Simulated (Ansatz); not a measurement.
## Electronic structure of C in real space

```
C
1.0
     1.78014   -1.78014    0.00000
     1.78014    1.78014    0.00000
     0.00000    0.00000    3.77390
C
4
Direct
  0.50000 0.50000 0.00000
  0.00000 0.00000 0.50000
  0.50000 0.00000 0.25000
  0.00000 0.50000 0.75000
```

Space group I4₁/amd; changed on purpose from its base cell (strain +0.0600 x Voigt [0, 0, 1, 0, 0, 0], atoms carried along); computed pressure about −23 GPa in this cell.

Computed with DFT r2SCAN, scalar-relativistic, plane waves, PAW (Ansatz).

In a PAW calculation such maps are meaningful between the atoms, not at the nuclei.

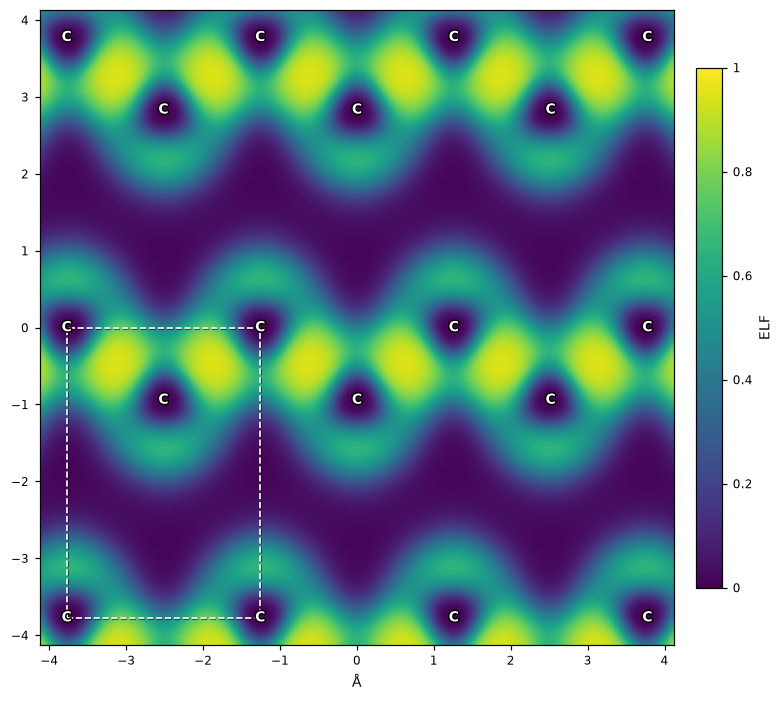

Figure 1. Electron localisation function on the (010) plane of the conventional cell.

What does the map show?

Answer. Atoms in the plane: C. C–C (1.57 Å): the ELF peaks at about 0.95 between the atoms; a shared electron pair.

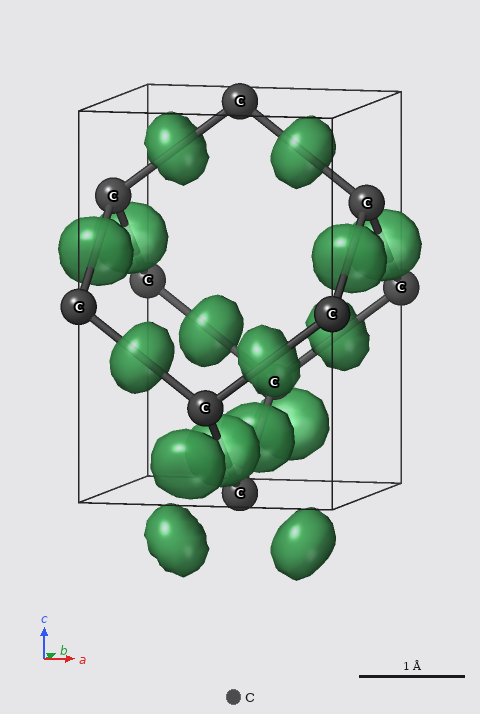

Figure 2. Isosurface of the electron localisation function at 0.85 (green), seen slightly off an axis. Core shells and regions of very low density are left out. Sticks mark near contacts.

Identify the bonds, lone pairs and shells in this picture.

Answer. The surface consists of eight regions between bonded C–C atoms (shared pairs), counted in one cell of 4 atoms. Any copies at cell faces, edges or corners count once.

Does the calculation give a band gap?

Answer. It is gapped, with a Kohn–Sham gap of 3.5 eV on the k-point mesh (the band edges may lie off the mesh, which would make the gap smaller).
